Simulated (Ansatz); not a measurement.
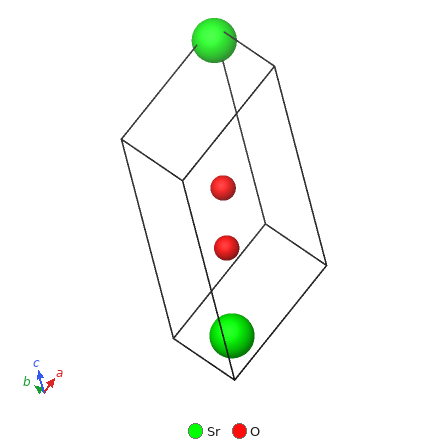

System: SrO, space group R3m (No. 160) (cell built by us, not taken from a database). The picture shows the cell.

Structure:
```xyz
4
Lattice="1.7961 1.0370 6.2509 -1.7961 1.0370 6.2509 0.0000 -2.0739 6.2509" Properties=species:S:1:pos:R:3 pbc="T T T"
Sr    0.0000    0.0000    2.3342
Sr    0.0000    0.0000   17.9144
O     0.0000    0.0000   10.1353
O     0.0000    0.0000    6.9690
```

Method: proper piezoelectric stress tensor of an insulator from Berry phases at small strains, Voigt columns xx yy zz yz xz xy, Cartesian axes of the cell vectors; plane waves with PAW datasets, Γ-centred k mesh (Ansatz 0.2.0). Level: PBE, no spin polarisation.

```json
{"setting": "wave cutoff", "value": "420 eV"}
{"setting": "k mesh", "value": "6×6×6"}
{"setting": "occupations", "value": "fixed"}
{"setting": "pressure", "value": "0 GPa"}
{"setting": "ions", "value": "relaxed"}
{"setting": "strain amplitude", "value": "0.002"}
```

What does the calculation give for the piezoelectric tensor e in Voigt notation?

The largest components, equal in size at 0.183 C/m², are e31 and e32. Eight components exceed 1 % of the largest: e15 = −0.098, e16 = 0.131, e21 = 0.131, e22 = −0.131, e24 = −0.098, e31 = 0.183, e32 = 0.183, e33 = −0.051 C/m².

```json
{"": "x", "xx": "0.000", "yy": "0.000", "zz": "0.000", "yz": "0.000", "xz": "-0.098", "xy": "0.131"}
{"": "y", "xx": "0.131", "yy": "-0.131", "zz": "0.000", "yz": "-0.098", "xz": "0.000", "xy": "0.000"}
{"": "z", "xx": "0.183", "yy": "0.183", "zz": "-0.051", "yz": "0.000", "xz": "0.000", "xy": "0.000"}
```

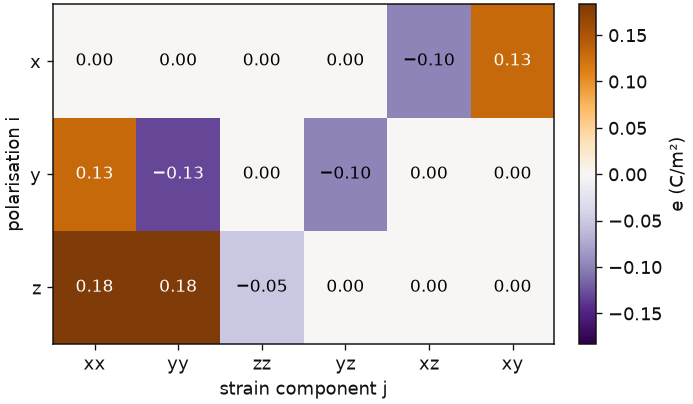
